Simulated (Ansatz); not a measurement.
System: Rh, space group Fm-3m (No. 225).

The given structure:
```yaml
crystal:
  lattice:
    - [0.00000, 1.90155, 1.90155]
    - [1.90155, 0.00000, 1.90155]
    - [1.90155, 1.90155, 0.00000]
  atoms:
    - { symbol: Rh, position: [0.00000, 0.00000, 0.00000] }
```

How it was computed, with Ansatz 0.2.0: homogeneous strain of a crystal along one Voigt pattern with engineering shear, fractional coordinates fixed, by plane-wave density functional theory with PAW datasets, free energies less that of the undisturbed cell; scalar-relativistic. Level: PBEsol, no spin polarisation.

- wave cutoff: 420 eV
- k mesh: 22×22×22
- occupations: Gaussian
- smearing width: 0.15 eV
- k shift: (0, 0, 0) (mesh steps)
- start: as given
- strain pattern: (1, 0, 0, 0, 0, 0) (xx yy zz yz xz xy with engineering shear)

Predict the energy change and tensile stress summed over the strain pattern against strain. The strain takes the values −0.040, −0.030, −0.020, −0.010, 0.000, 0.010, 0.020, 0.030, 0.035, 0.040.

The energy falls towards negative values, so the start isn't a stationary minimum along this path. The energy change is 15.07 meV/atom at strain −0.040 and 44.66 meV/atom at 0.040; the lowest computed point is at strain −0.010 (−2.45 meV/atom), and no other minimum shows. The tensile stress summed over the strain pattern rises from −14.6 GPa at strain −0.040 to 20.2 GPa at 0.040, and changes sign near −0.011. The slope of stress against strain at the start, which at zero pressure is the clamped-ion constant C11, is 434 GPa.

```json
{"strain": "-0.040", "energy change (meV/atom)": "15.07", "tensile stress summed over the strain pattern (GPa)": "-14.6"}
{"strain": "-0.030", "energy change (meV/atom)": "4.82", "tensile stress summed over the strain pattern (GPa)": "-9.3"}
{"strain": "-0.020", "energy change (meV/atom)": "-0.92", "tensile stress summed over the strain pattern (GPa)": "-4.2"}
{"strain": "-0.010", "energy change (meV/atom)": "-2.45", "tensile stress summed over the strain pattern (GPa)": "0.6"}
{"strain": "0.000", "energy change (meV/atom)": "0.00", "tensile stress summed over the strain pattern (GPa)": "5.1"}
{"strain": "0.010", "energy change (meV/atom)": "6.18", "tensile stress summed over the strain pattern (GPa)": "9.3"}
{"strain": "0.020", "energy change (meV/atom)": "15.84", "tensile stress summed over the strain pattern (GPa)": "13.2"}
{"strain": "0.030", "energy change (meV/atom)": "28.74", "tensile stress summed over the strain pattern (GPa)": "16.8"}
{"strain": "0.035", "energy change (meV/atom)": "36.34", "tensile stress summed over the strain pattern (GPa)": "18.6"}
{"strain": "0.040", "energy change (meV/atom)": "44.66", "tensile stress summed over the strain pattern (GPa)": "20.2"}
```

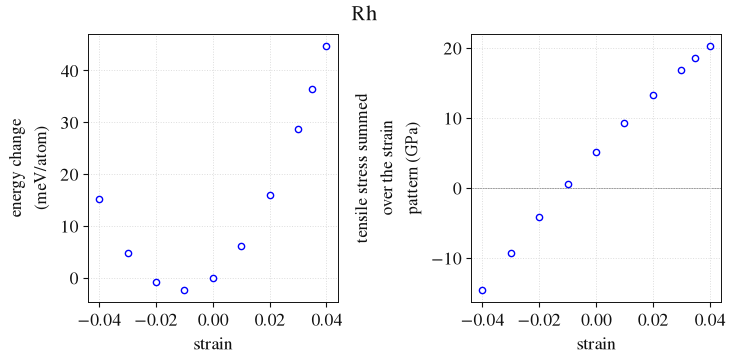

Caveats: reference crystal is not relaxed.
